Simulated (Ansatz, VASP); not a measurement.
# CdS (Greenockite): VASP beside Ansatz

Aim: how closely do two programs agree when they are given the same cell, functional and k mesh?

Calculated with Ansatz 0.2.0; plane waves, with VASP 6.6.1 beside it; relaxation of cell and atoms at r2SCAN with rVV10.

The database entry behind the starting cell differs from later determinations by our own check (about 0.35 % long), so it need not match the best structure at ambient conditions.

**1. The structure**

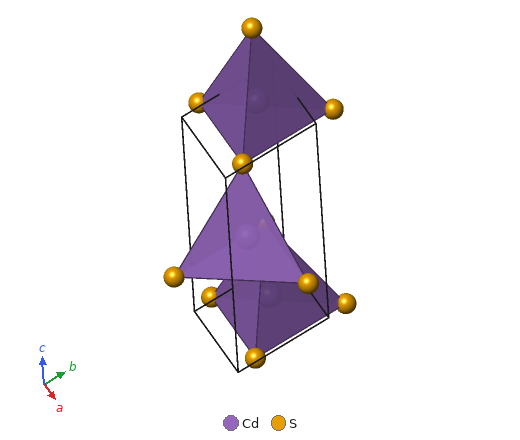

The cell as given, from a free direction (cadmium purple, sulfur orange). Some periodic images of atoms are drawn too.

**2. VASP: relaxation of cell and atoms, r2SCAN with rVV10**

The relaxed volume is the usual yardstick between codes: its relative difference is about their pressure difference at one cell divided by the bulk modulus.

Lines of VASP's logs that name or quote its potential files are left out, and so is its time.

The input, INCAR:

```
SYSTEM = CdS
PREC = Accurate
ENCUT = 520
EDIFF = 1E-06
NELM = 100
ISMEAR = -1
SIGMA = 0.05
LREAL = .FALSE.
ALGO = Normal
METAGGA = R2SCAN
LUSE_VDW = .TRUE.
IVDW_NL = 2
BPARAM = 11.95
CPARAM = 0.0093
LASPH = .TRUE.
NBANDS = 24
LORBIT = 11
LWAVE = .FALSE.
LCHARG = .FALSE.
KPAR = 4
IBRION = 2
NSW = 60
ISIF = 3
EDIFFG = -0.01
```

The input, POSCAR:

```
CdS
1.0
    4.1500000000      0.0000000000      0.0000000000
   -2.0750000000      3.5940054257      0.0000000000
    0.0000000000      0.0000000000      6.7370000000
Cd S
2 2
Direct
    0.3333333333      0.6666666667      0.0000000000
    0.6666666667      0.3333333333      0.5000000000
    0.3333333333      0.6666666667      0.3750000000
    0.6666666667      0.3333333333      0.8750000000
```

The input, KPOINTS:

```
Automatic mesh
0
Gamma
7 7 4
0 0 0
```

The projector-augmented-wave data sets are Cd and S (PBE family, release 64).

Launch:

```console
$ mpirun -np 4 vasp_std
```

Numbers of over 12 decimals in the logs are rounded to 6 here.

Output:

```text
[banner, memory and clock lines left out]
running    4 mpi-ranks, on    1 nodes
 distrk:  each k-point on    1 cores,    4 groups
 distr:  one band on    1 cores,    1 groups

 POSCAR found type information on POSCAR CdS
 POSCAR found :  2 types and       4 ions
|                                                                             |
|               ----> ADVICE to this user running VASP <----                  |
|                                                                             |
|     You have switched on vdW-DFT.                                           |
|     This routine was written and supplied by Jiri Klimes. We recommend      |
|     that you carefully read and cite the following publications:            |
|       J. Klimes, D.R. Bowler, A. Michelides                                 |
|          J. Phys.: Cond Matt. 22 022201 (2010)                              |
|       J. Klimes, D.R. Bowler, A. Michelides                                 |
|          Phys. Rev. B. 83, 195131 (2011)                                    |
|     and references therein.                                                 |
|                                                                             |

|                                                                             |
|               ----> ADVICE to this user running VASP <----                  |
|                                                                             |
|     You enforced a specific xc type in the INCAR file but a different       |
|     [... a line on the potential file left out ...]
|     I HOPE YOU KNOW WHAT YOU ARE DOING!                                     |
|                                                                             |

 LDA part: xc-table for (None), standard interpolation
 POSCAR, INCAR and KPOINTS ok, starting setup
 FFT: planning ... GRIDC
 FFT: planning ... GRID_SOFT
 FFT: planning ... GRID
 WAVECAR not read
 entering main loop
       N       E                     dE             d eps       ncg     rms          rms(c)
Total rVV10 correction in eV:      1.0873168    42.4156153
Total rVV10 correction in eV:      1.0873168    42.4156153
Total rVV10 correction in eV:      1.0873168    42.4156153
Total rVV10 correction in eV:      1.0873168    42.4156153
DAV:   1     0.199862351202E+03    0.19986E+03   -0.18105E+04  1152   0.141E+03
DAV:   2    -0.557186454034E+02   -0.25558E+03   -0.24790E+03  1352   0.343E+02
DAV:   3    -0.684924845846E+02   -0.12774E+02   -0.12732E+02  1448   0.792E+01
DAV:   4    -0.686073335459E+02   -0.11485E+00   -0.11483E+00  1344   0.746E+00
DAV:   5    -0.686093374312E+02   -0.20039E-02   -0.20038E-02  1472   0.926E-01    0.108E+01
Total rVV10 correction in eV:      1.0999879    42.4156150
Total rVV10 correction in eV:      1.0999879    42.4156150
Total rVV10 correction in eV:      1.0999879    42.4156150
Total rVV10 correction in eV:      1.0999879    42.4156150
DAV:   6    -0.582538237192E+02    0.10356E+02   -0.75997E+00  1152   0.354E+01    0.125E+01
Total rVV10 correction in eV:      1.1066921    42.4156149
Total rVV10 correction in eV:      1.1066921    42.4156149
Total rVV10 correction in eV:      1.1066921    42.4156149
Total rVV10 correction in eV:      1.1066921    42.4156149
DAV:   7    -0.582168121577E+02    0.37012E-01   -0.70238E-01  1328   0.704E+00    0.937E+00
Total rVV10 correction in eV:      1.1215280    42.4156149
Total rVV10 correction in eV:      1.1215280    42.4156149
Total rVV10 correction in eV:      1.1215280    42.4156149
Total rVV10 correction in eV:      1.1215280    42.4156149
DAV:   8    -0.582425817383E+02   -0.25770E-01   -0.22216E-01  1224   0.525E+00    0.192E+00
Total rVV10 correction in eV:      1.1289524    42.4156149
Total rVV10 correction in eV:      1.1289524    42.4156149
Total rVV10 correction in eV:      1.1289524    42.4156149
Total rVV10 correction in eV:      1.1289524    42.4156149
DAV:   9    -0.582453652343E+02   -0.27835E-02   -0.39750E-02  1408   0.141E+00    0.371E-01
Total rVV10 correction in eV:      1.1288432    42.4156149
Total rVV10 correction in eV:      1.1288432    42.4156149
Total rVV10 correction in eV:      1.1288432    42.4156149
Total rVV10 correction in eV:      1.1288432    42.4156149
DAV:  10    -0.582450783001E+02    0.28693E-03   -0.34060E-03  1280   0.471E-01    0.198E-01
Total rVV10 correction in eV:      1.1285918    42.4156149
Total rVV10 correction in eV:      1.1285918    42.4156149
Total rVV10 correction in eV:      1.1285918    42.4156149
Total rVV10 correction in eV:      1.1285918    42.4156149
DAV:  11    -0.582451463624E+02   -0.68062E-04   -0.19611E-03  1240   0.435E-01    0.119E-01
Total rVV10 correction in eV:      1.1287272    42.4156149
Total rVV10 correction in eV:      1.1287272    42.4156149
Total rVV10 correction in eV:      1.1287272    42.4156149
Total rVV10 correction in eV:      1.1287272    42.4156149
DAV:  12    -0.582451758875E+02   -0.29525E-04   -0.13209E-04  1432   0.149E-01    0.558E-02
Total rVV10 correction in eV:      1.1289778    42.4156149
Total rVV10 correction in eV:      1.1289778    42.4156149
Total rVV10 correction in eV:      1.1289778    42.4156149
Total rVV10 correction in eV:      1.1289778    42.4156149
DAV:  13    -0.582451842077E+02   -0.83202E-05   -0.75788E-05  1328   0.606E-02    0.216E-02
Total rVV10 correction in eV:      1.1289657    42.4156149
Total rVV10 correction in eV:      1.1289657    42.4156149
Total rVV10 correction in eV:      1.1289657    42.4156149
Total rVV10 correction in eV:      1.1289657    42.4156149
DAV:  14    -0.582451836158E+02    0.59187E-06   -0.67007E-06  1416   0.307E-02
Total rVV10 correction in eV:      1.1289524    42.4156149
Total rVV10 correction in eV:      1.1289524    42.4156149
Total rVV10 correction in eV:      1.1289524    42.4156149
Total rVV10 correction in eV:      1.1289524    42.4156149
Total rVV10 correction in eV:      1.1289650    42.4156149
Total rVV10 correction in eV:      1.1289650    42.4156149
Total rVV10 correction in eV:      1.1289650    42.4156149
Total rVV10 correction in eV:      1.1289650    42.4156149
   1 F= -.58245184E+02 E0= -.58245184E+02  d E =-.582452E+02
[...]
2 F= -.58246262E+02 E0= -.58246262E+02  d E =-.107881E-02
[...]
3 F= -.58246329E+02 E0= -.58246329E+02  d E =-.114501E-02
 curvature:  -0.41 expect dE=-0.206E-04 dE for cont linesearch -0.418E-08
 trial: gam= 0.01938 g(F)=  0.278E-04 g(S)=  0.229E-04 ort =-0.547E-05 (trialstep = 0.961E+00)
 search vector abs. value=  0.517E-04
 bond charge predicted
       N       E                     dE             d eps       ncg     rms          rms(c)
Total rVV10 correction in eV:      1.1309242    42.4156148
Total rVV10 correction in eV:      1.1309242    42.4156148
Total rVV10 correction in eV:      1.1309242    42.4156148
Total rVV10 correction in eV:      1.1309242    42.4156148
DAV:   1    -0.582465013151E+02   -0.17332E-03   -0.12738E-02  1168   0.873E-01    0.104E-01
Total rVV10 correction in eV:      1.1306672    42.4156148
Total rVV10 correction in eV:      1.1306672    42.4156148
Total rVV10 correction in eV:      1.1306672    42.4156148
Total rVV10 correction in eV:      1.1306672    42.4156148
DAV:   2    -0.582463728364E+02    0.12848E-03   -0.59901E-04  1344   0.263E-01    0.382E-02
Total rVV10 correction in eV:      1.1305847    42.4156148
Total rVV10 correction in eV:      1.1305847    42.4156148
Total rVV10 correction in eV:      1.1305847    42.4156148
Total rVV10 correction in eV:      1.1305847    42.4156148
DAV:   3    -0.582463618924E+02    0.10944E-04   -0.38605E-05  1280   0.573E-02    0.328E-02
Total rVV10 correction in eV:      1.1305424    42.4156148
Total rVV10 correction in eV:      1.1305424    42.4156148
Total rVV10 correction in eV:      1.1305424    42.4156148
Total rVV10 correction in eV:      1.1305424    42.4156148
DAV:   4    -0.582463617955E+02    0.96909E-07   -0.47316E-06  1232   0.143E-02
Total rVV10 correction in eV:      1.1305236    42.4156148
Total rVV10 correction in eV:      1.1305236    42.4156148
Total rVV10 correction in eV:      1.1305236    42.4156148
Total rVV10 correction in eV:      1.1305236    42.4156148
Total rVV10 correction in eV:      1.1305332    42.4156148
Total rVV10 correction in eV:      1.1305332    42.4156148
Total rVV10 correction in eV:      1.1305332    42.4156148
Total rVV10 correction in eV:      1.1305332    42.4156148
   4 F= -.58246362E+02 E0= -.58246362E+02  d E =-.331666E-04
 trial-energy change:   -0.000033  1 .order   -0.000037   -0.000049   -0.000026
 step:   2.0377(harm=  2.0377)  dis= 0.00132  next Energy=   -58.246380 (dE=-0.516E-04)
 reached required accuracy - stopping structural energy minimisation
```

OUTCAR, selected parts (step 2):

```text
ion  position               nearest neighbor table
   1  0.333  0.667  0.000-   3 2.53   4 2.54   4 2.54   4 2.54
   2  0.667  0.333  0.500-   4 2.53   3 2.54   3 2.54   3 2.54
   3  0.333  0.667  0.375-   1 2.53   2 2.54   2 2.54   2 2.54
   4  0.667  0.333  0.875-   2 2.53   1 2.54   1 2.54   1 2.54

  LATTYP: Found a hexagonal cell.
 ALAT       =     4.1500000000
 C/A-ratio  =     1.6233734940

 Subroutine GETGRP returns: Found 12 space group operations
 (whereof  6 operations were pure point group operations)

The static configuration has the point symmetry C_3v.
 The point group associated with its full space group is C_6v.

 Found     24 irreducible k-points:

   k-points           NKPTS =     24   k-points in BZ     NKDIM =     24   number of bands    NBANDS=     24

   dimension x,y,z NGX =    32 NGY =   32 NGZ =   50
   dimension x,y,z NGXF=    64 NGYF=   64 NGZF=  100

   ENCUT  =  520.0 eV  38.22 Ry    6.18 a.u.   7.72  7.72 12.53*2*pi/ulx,y,z

   NELECT =      36.0000    total number of electrons

 k-points in reciprocal lattice and weights: Automatic mesh
   0.00000000  0.00000000  0.00000000       0.005
   0.14285714 -0.00000000  0.00000000       0.031
   0.28571429 -0.00000000  0.00000000       0.031
   0.42857143 -0.00000000  0.00000000       0.031
   0.14285714  0.14285714  0.00000000       0.031
   0.28571429  0.14285714  0.00000000       0.061
   0.42857143  0.14285714  0.00000000       0.031
   0.28571429  0.28571429  0.00000000       0.031
   0.00000000  0.00000000  0.25000000       0.010
[...]
0.42857143  0.14285714  0.50000000       0.031
   0.28571429  0.28571429  0.50000000       0.031

 average (electrostatic) potential at core
       1 -44.9061       2 -44.9061       3 -92.3104       4 -92.3104

 E-fermi :   1.7234

 k-point     1 :       0.0000    0.0000    0.0000
  band No.  band energies     occupation
    ...
     14       0.1470      2.00000
     15       0.1470      2.00000
     16       0.8523      2.00000
     17       0.9030      2.00000
     18       0.9030      2.00000
     19       2.4846      0.00000
     20       4.1175      0.00000
     21       7.8726      0.00000
     22       7.8726      0.00000
     23       8.1725      0.00000
    ...

 k-point     2 :       0.1429   -0.0000    0.0000
  band No.  band energies     occupation
    ...
     14      -0.6094      2.00000
     15      -0.0972      2.00000
     16      -0.0367      2.00000
     17       0.7060      2.00000
     18       0.7617      2.00000
     19       3.3926      0.00000
     20       4.8202      0.00000
     21       7.1886      0.00000
     22       8.1752      0.00000
     23       8.2727      0.00000
    ...

 k-point     3 :       0.2857   -0.0000    0.0000
  band No.  band energies     occupation
    ...
     14      -1.8088      2.00000
     15      -1.3034      2.00000
     16      -0.5823      2.00000
     17       0.2696      2.00000
     18       0.4397      2.00000
     19       4.4909      0.00000
     20       5.3287      0.00000
     21       6.6697      0.00000
     22       7.5567      0.00000
     23       8.4720      0.00000
    ...

  Total        0.0054888      0.0054888     -0.0320857      0.0000000      0.0000000      0.0000000
  in kB        0.0872393      0.0872393     -0.5099759      0.0000000      0.0000000      0.0000000
  external PRESSURE =      -0.1118324 kB  Pullay stress =       0.0000000 kB

  energy-cutoff  :      520.00
  volume of cell :      100.80
      direct lattice vectors                 reciprocal lattice vectors
     4.149276705  0.000000000  0.000000000     0.241005860  0.139144798 -0.000000000
    -2.074638353  3.593379034 -0.000000000     0.000000000  0.278289596 -0.000000000
    -0.000000000  0.000000000  6.760775335    -0.000000000  0.000000000  0.147912029

 POSITION                                       TOTAL-FORCE (eV/Angst)
 -----------------------------------------------------------------------------------
     -0.00000      2.39559      6.75736         0.000000     -0.000000     -0.007105
      2.07464      1.19779      3.37697         0.000000     -0.000000     -0.007105
     -0.00000      2.39559      2.53871        -0.000000      0.000000      0.007105
      2.07464      1.19779      5.91909        -0.000000      0.000000      0.007105
 -----------------------------------------------------------------------------------
    total drift:                               -0.000000     -0.000000     -0.007817

  FREE ENERGIE OF THE ION-ELECTRON SYSTEM (eV)
  ---------------------------------------------------
  free  energy   TOTEN  =       -58.2463617955 eV

  energy  without entropy=      -58.2463617912  energy(sigma->0) =      -58.24636179

 reached required accuracy - stopping structural energy minimisation

 total charge
# of ion       s       p       d       tot
------------------------------------------
    1        0.401   0.311   9.579  10.292
    2        0.401   0.311   9.579  10.292
    3        1.311   2.422   0.000   3.732
    4        1.311   2.422   0.000   3.732
--------------------------------------------------
tot          3.423   5.466  19.159  28.048

[... 3 further parts left out ...]
```

CONTCAR:

```
CdS
   1.00000000000000
     4.1492767052541168    0.0000000000000000    0.0000000000000000
    -2.0746383526270584    3.5933790340756437   -0.0000000000000000
    -0.0000000000000000    0.0000000000000000    6.7607753345746078
  Cd              S
     2     2
Direct
     0.3333333332999970    0.6666666667000030    0.9994947542333207
     0.6666666667000030    0.3333333332999970    0.4994947542333207
     0.3333333332999970    0.6666666667000030    0.3755052457666793
     0.6666666667000030    0.3333333332999970    0.8755052457666793
```

[end of part 1 of 2]

[Lines on the potential files, build, host, timing and source positions are cut from VASP's logs without a mark.]

[Logs are printed without paths, hosts, clocks, repeated set-up lines and the standing remarks that a program may print on its own settings, such as how far it seeks lower states.]

[Hosts, paths, dates, database ids (printed as entryN), source tags and the programs' standing remarks are cut or masked in the printed files.]
